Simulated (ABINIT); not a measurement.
Phonons q calculation, with input and output: C (part 2 of 2)

C (Fd-3m, 2 atoms in the cell); Kohn-Sham DFT of a periodic cell, PBEsol, PseudoDojo NC SR PBEsol v0.4.1 standard, no spin polarisation (ABINIT 10.8.3); cutoff 1115.67 eV, 6×6×6 k-mesh, fixed occupations. The structure derives from an entry of the Crystallography Open Database.

Geometry of the input (Å; fractional positions):
```
0.0000  1.7793  1.7793
1.7793  0.0000  1.7793
1.7793  1.7793  0.0000
C  0.7500  0.7500  0.7500
C  0.5000  0.5000  0.5000
```

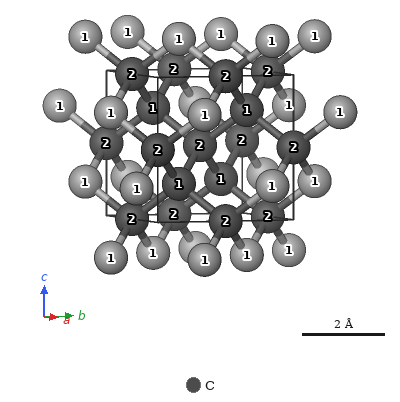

The structure (ball-and-stick view of the cell 4 times as large as that of the calculation, set on its symmetry axes, seen at an oblique angle; neighbours outside the cell are drawn fainter; atoms are numbered from 1 in the order of the input).

## Output, continued
```
--- !ResultsGS
iteration_state: {dtset: 1, }
comment   : Summary of ground state results
lattice_vectors:
- [  0.0000000,   3.3623954,   3.3623954, ]
- [  3.3623954,   0.0000000,   3.3623954, ]
- [  3.3623954,   3.3623954,   0.0000000, ]
lattice_lengths: [   4.75515,    4.75515,    4.75515, ]
lattice_angles: [ 60.000,  60.000,  60.000, ] # degrees, (23, 13, 12)
lattice_volume:   7.6028489E+01
convergence: {deltae: -1.936E-13, res2:  2.454E-17, residm:  1.411E-16, diffor: null, }
etotal    :  -1.20082602E+01
entropy   :   0.00000000E+00
fermie    :   3.69003040E-01
cartesian_stress_tensor: # hartree/bohr^3
- [  3.56431541E-07,   0.00000000E+00,   0.00000000E+00, ]
- [  0.00000000E+00,   3.56431541E-07,   0.00000000E+00, ]
- [  0.00000000E+00,   0.00000000E+00,   3.56431541E-07, ]
pressure_GPa:  -1.0487E-02
xred      :
- [  7.5000E-01,   7.5000E-01,   7.5000E-01,  C]
- [  5.0000E-01,   5.0000E-01,   5.0000E-01,  C]
cartesian_forces: # hartree/bohr
- [ -0.00000000E+00,  -0.00000000E+00,  -0.00000000E+00, ]
- [ -0.00000000E+00,  -0.00000000E+00,  -0.00000000E+00, ]
force_length_stats: {min:   0.00000000E+00, max:   0.00000000E+00, mean:   0.00000000E+00, }
...

 Integrated electronic density in atomic spheres:
 ------------------------------------------------
 Atom  Sphere_radius  Integrated_density
    1        2.00000          4.68725984
    2        2.00000          4.73360016
================================================================================

 ----iterations are completed or convergence reached----

 Mean square residual over all n,k,spin=   25.776E-19; max=  14.108E-17
 reduced coordinates (array xred) for    2 atoms
       0.750000000000      0.750000000000      0.750000000000
       0.500000000000      0.500000000000      0.500000000000
 rms dE/dt=  0.0000E+00; max dE/dt=  0.0000E+00; dE/dt below (all hartree)
    1       0.000000000000      0.000000000000      0.000000000000
    2       0.000000000000      0.000000000000      0.000000000000

 cartesian coordinates (angstrom) at end:
    1      2.66895455817820     2.66895455817820     2.66895455817820
    2      1.77930303878546     1.77930303878546     1.77930303878546

 cartesian forces (hartree/bohr) at end:
    1     -0.00000000000000    -0.00000000000000    -0.00000000000000
    2     -0.00000000000000    -0.00000000000000    -0.00000000000000
 frms,max,avg= 0.0000000E+00 0.0000000E+00   0.000E+00  0.000E+00  0.000E+00 h/b

 cartesian forces (eV/Angstrom) at end:
    1     -0.00000000000000    -0.00000000000000    -0.00000000000000
    2     -0.00000000000000    -0.00000000000000    -0.00000000000000
 frms,max,avg= 0.0000000E+00 0.0000000E+00   0.000E+00  0.000E+00  0.000E+00 e/A
 length scales=  1.000000000000  1.000000000000  1.000000000000 bohr
              =  0.529177210544  0.529177210544  0.529177210544 angstroms
 Fermi (or HOMO) energy (hartree) =   0.36900   Average Vxc (hartree)=  -0.50247
 Eigenvalues (hartree) for nkpt=  28  k points:
 kpt#   1, nband=  4, wtk=  0.02778, kpt= -0.0833 -0.1667  0.0000 (reduced coord)
  -0.38822    0.27337    0.31689    0.34615
 prteigrs : prtvol=0 or 1, do not print more k-points.

--- !EnergyTerms
iteration_state     : {dtset: 1, }
comment             : Components of total free energy in Hartree
kinetic             :  8.46706835614113E+00
hartree             :  9.44263518638687E-01
xc                  : -4.31410793147592E+00
Ewald energy        : -1.28165723347884E+01
psp_core            :  9.15255315708912E-01
local_psp           : -4.61857234410951E+00
non_local_psp       : -5.85594747671047E-01
total_energy        : -1.20082601675562E+01
total_energy_eV     : -3.26761405561599E+02
band_energy         :  3.83871905769975E-01
...

 Cartesian components of stress tensor (hartree/bohr^3)
  sigma(1 1)=  3.56431541E-07  sigma(3 2)=  0.00000000E+00
  sigma(2 2)=  3.56431541E-07  sigma(3 1)=  0.00000000E+00
  sigma(3 3)=  3.56431541E-07  sigma(2 1)=  0.00000000E+00

-Cartesian components of stress tensor (GPa)         [Pressure= -1.0487E-02 GPa]
- sigma(1 1)=  1.04865780E-02  sigma(3 2)=  0.00000000E+00
- sigma(2 2)=  1.04865780E-02  sigma(3 1)=  0.00000000E+00
- sigma(3 3)=  1.04865780E-02  sigma(2 1)=  0.00000000E+00

================================================================================
== DATASET  2 ==================================================================

--- !DatasetInfo
iteration_state: {dtset: 2, }
dimensions: {natom: 2, nkpt: 864, mband: 4, nsppol: 1, nspinor: 1, nspden: 1, mpw: 964, }
cutoff_energies: {ecut:  41.0, pawecutdg:  -1.0, }
electrons: {nelect:   8.00000000E+00, charge:   0.00000000E+00, occopt:   1.00000000E+00, tsmear:   1.00000000E-02, }
meta: {optdriver: 1, rfphon: 1, }
...

 mkfilename : getwfk/=0, take file _WFK from output of DATASET   1.

 Real(R)+Recip(G) space primitive vectors, cartesian coordinates (Bohr,Bohr^-1):
 R(1)=  0.0000000  3.3623954  3.3623954  G(1)= -0.1487035  0.1487035  0.1487035
 R(2)=  3.3623954  0.0000000  3.3623954  G(2)=  0.1487035 -0.1487035  0.1487035
 R(3)=  3.3623954  3.3623954  0.0000000  G(3)=  0.1487035  0.1487035 -0.1487035
 Unit cell volume ucvol=  7.6028489E+01 bohr^3
 Angles (23,13,12)=  6.00000000E+01  6.00000000E+01  6.00000000E+01 degrees
 setup1 : take into account q-point for computing boxcut.

 getcut: wavevector=  0.5000  0.0000  0.5000  ngfft=  30  30  30
         ecut(hartree)=     41.000   => boxcut(ratio)=   2.11707
--------------------------------------------------------------------------------

 ==>  initialize data related to q vector <==

 The list of irreducible perturbations for this q vector is:
    1)    idir= 1    ipert=   1
    2)    idir= 2    ipert=   1

================================================================================

 The perturbation idir=   3  ipert=   1 is
 symmetric of a previously calculated perturbation.
 So, its SCF calculation is not needed.

 The perturbation idir=   1  ipert=   2 is
 symmetric of a previously calculated perturbation.
 So, its SCF calculation is not needed.

 The perturbation idir=   2  ipert=   2 is
 symmetric of a previously calculated perturbation.
 So, its SCF calculation is not needed.

 The perturbation idir=   3  ipert=   2 is
 symmetric of a previously calculated perturbation.
 So, its SCF calculation is not needed.

--------------------------------------------------------------------------------
 Perturbation wavevector (in red.coord.)   0.500000  0.000000  0.500000
 Perturbation : displacement of atom   1   along direction   1
 The set of symmetries contains only one element for this perturbation.
 symkpt : not enough symmetry to change the number of k points.

--------------------------------------------------------------------------------

--------------------------------------------------------------------------------

 Initialisation of the first-order wave-functions :
  ireadwf=   0

--- !BeginCycle
iteration_state: {dtset: 2, }
solver: {iscf: 7, nstep: 80, nline: 4, wfoptalg: 0, }
tolerances: {tolvrs: 1.00E-09, }
...

     iter   2DEtotal(Ha)        deltaE(Ha) residm    vres2
-ETOT  1   13.058143607230     -3.808E+02 9.088E-01 4.031E+03
 ETOT  2   12.071866334749     -9.863E-01 2.812E-02 3.730E+02
 ETOT  3   12.008218917648     -6.365E-02 7.220E-04 5.838E+01
 ETOT  4   11.997016109850     -1.120E-02 4.176E-05 8.638E-01
 ETOT  5   11.996881249927     -1.349E-04 1.483E-06 5.476E-02
 ETOT  6   11.996870586892     -1.066E-05 5.908E-08 2.121E-05
 ETOT  7   11.996870578138     -8.754E-09 3.902E-10 8.132E-06
 ETOT  8   11.996870576788     -1.350E-09 4.016E-12 1.731E-07
 ETOT  9   11.996870576758     -3.001E-11 1.715E-13 3.960E-09
 ETOT 10   11.996870576757     -1.251E-12 4.157E-15 2.703E-11

 At SCF step   10       vres2   =  2.70E-11 < tolvrs=  1.00E-09 =>converged.
================================================================================

 ----iterations are completed or convergence reached----

 Mean square residual over all n,k,spin=   10.655E-16; max=  41.571E-16

 2DEtotal=    0.1199687058E+02 Ha. Also 2DEtotal=    0.326451479007E+03 eV
    (2DErelax=   -3.8182020118E+02 Ha. 2DEnonrelax=    3.9381707176E+02 Ha)
    (  non-var. 2DEtotal :    1.1996870979E+01 Ha)

--------------------------------------------------------------------------------
 Perturbation wavevector (in red.coord.)   0.500000  0.000000  0.500000
 Perturbation : displacement of atom   1   along direction   2
 Found     2 symmetries that leave the perturbation invariant.
 symkpt : the number of k-points, thanks to the symmetries,
 is reduced to   468 .

--------------------------------------------------------------------------------

--------------------------------------------------------------------------------

 Initialisation of the first-order wave-functions :
  ireadwf=   0

--- !BeginCycle
iteration_state: {dtset: 2, }
solver: {iscf: 7, nstep: 80, nline: 4, wfoptalg: 0, }
tolerances: {tolvrs: 1.00E-09, }
...

     iter   2DEtotal(Ha)        deltaE(Ha) residm    vres2
-ETOT  1   10.307930454732     -3.680E+02 1.203E+00 3.053E+03
 ETOT  2   9.1486263152826     -1.159E+00 3.769E-02 9.213E+01
 ETOT  3   9.1245565371604     -2.407E-02 5.740E-04 6.809E-01
 ETOT  4   9.1244252478001     -1.313E-04 2.119E-06 1.045E-03
 ETOT  5   9.1244248803533     -3.674E-07 6.997E-08 6.596E-05
 ETOT  6   9.1244248709938     -9.359E-09 6.481E-10 2.334E-05
 ETOT  7   9.1244248663805     -4.613E-09 2.652E-11 1.075E-07
 ETOT  8   9.1244248663586     -2.194E-11 5.870E-13 6.945E-10

 At SCF step    8       vres2   =  6.95E-10 < tolvrs=  1.00E-09 =>converged.
================================================================================

 ----iterations are completed or convergence reached----

 Mean square residual over all n,k,spin=   37.798E-15; max=  58.700E-14

 2DEtotal=    0.9124424866E+01 Ha. Also 2DEtotal=    0.248288249311E+03 eV
    (2DErelax=   -3.6922558212E+02 Ha. 2DEnonrelax=    3.7835000698E+02 Ha)
    (  non-var. 2DEtotal :    9.1244253839E+00 Ha)

================================================================================

 ---- first-order wavefunction calculations are completed ----

 ==> Compute Derivative Database <==

  Dynamical matrix, in cartesian coordinates,
   if specified in the inputs, asr has been imposed
     j1       j2             matrix element
  dir pert dir pert     real part    imaginary part

   1    1   1    1         0.4035319958         0.0000000000
   1    1   3    2        -0.1298207147        -0.0000000000

   2    1   2    1         0.6576026146         0.0000000000

   3    1   3    1         0.4035319958         0.0000000000
   3    1   1    2        -0.1298207147        -0.0000000000

   1    2   3    1        -0.1298207147        -0.0000000000
   1    2   1    2         0.4035319958         0.0000000000

   2    2   2    2         0.6576026146         0.0000000000

   3    2   1    1        -0.1298207147        -0.0000000000
   3    2   3    2         0.4035319958         0.0000000000

  Phonon wavevector (reduced coordinates) :  0.50000  0.00000  0.50000
 Phonon energies in Hartree :
   3.535711E-03  3.535711E-03  4.935573E-03  4.935573E-03  5.480398E-03
   5.480398E-03
 Phonon frequencies in cm-1    :
   7.759988E+02  7.759988E+02  1.083233E+03  1.083233E+03  1.202808E+03
   1.202808E+03

== END DATASET(S) ==============================================================
================================================================================

 -outvars: echo values of variables after computation  --------
            acell      1.0000000000E+00  1.0000000000E+00  1.0000000000E+00 Bohr
           etotal1    -1.2008260168E+01
           etotal2     9.1244248664E+00
            fcart1    -0.0000000000E+00 -0.0000000000E+00 -0.0000000000E+00
                      -0.0000000000E+00 -0.0000000000E+00 -0.0000000000E+00
            fcart2     0.0000000000E+00  0.0000000000E+00  0.0000000000E+00
                       0.0000000000E+00  0.0000000000E+00  0.0000000000E+00
            rprim      0.0000000000E+00  3.3623954383E+00  3.3623954383E+00
                       3.3623954383E+00  0.0000000000E+00  3.3623954383E+00
                       3.3623954383E+00  3.3623954383E+00  0.0000000000E+00
           strten1     3.5643154072E-07  3.5643154071E-07  3.5643154071E-07
                       0.0000000000E+00  0.0000000000E+00  0.0000000000E+00
           strten2     0.0000000000E+00  0.0000000000E+00  0.0000000000E+00
                       0.0000000000E+00  0.0000000000E+00  0.0000000000E+00
           xangst      2.6689545582E+00  2.6689545582E+00  2.6689545582E+00
                       1.7793030388E+00  1.7793030388E+00  1.7793030388E+00
             xred      7.5000000000E-01  7.5000000000E-01  7.5000000000E-01
                       5.0000000000E-01  5.0000000000E-01  5.0000000000E-01
 Calculation completed.
```
